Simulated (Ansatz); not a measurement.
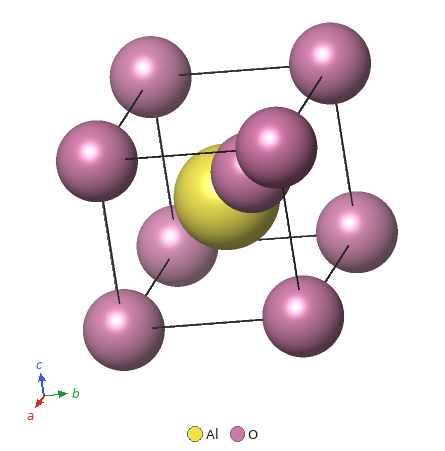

View slightly off an axis, drawn as a spheres-only model. The simulation cell is drawn as a box.

```
CELL_PARAMETERS angstrom
0.00000 2.44345 2.44345
2.44345 0.00000 2.44345
2.44345 2.44345 0.00000
ATOMIC_POSITIONS crystal
Al 0.50000 0.50000 0.50000
O 0.00000 0.00000 0.00000
O 0.75000 0.75000 0.75000
```

All computed values are from DFT PBE, scalar-relativistic, plane waves, PAW (Ansatz). Settings: wavefunction cutoff 420 eV, a 16×16×16 sampling of the Brillouin zone, Gaussian smearing of 0.1 eV, collinear spins. The state is ferromagnetic.

Q: What charge does Bader's analysis assign to each element?

A: Al +2.41 e; O -1.36 to -1.05 e.

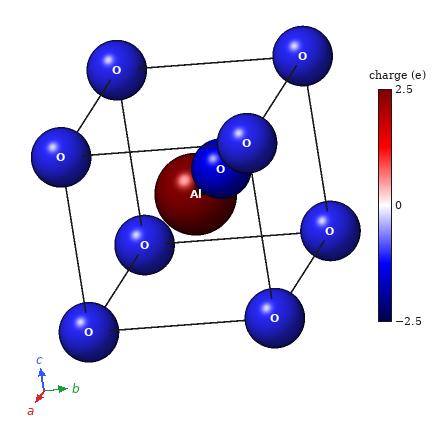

The atoms coloured by those charges.

The cell started as a random cell made by a generator, so it need not be a real form of the compound. Earlier steps of the study may have refined or changed the cell and positions. An electronic-structure calculation with Ansatz was run on it.
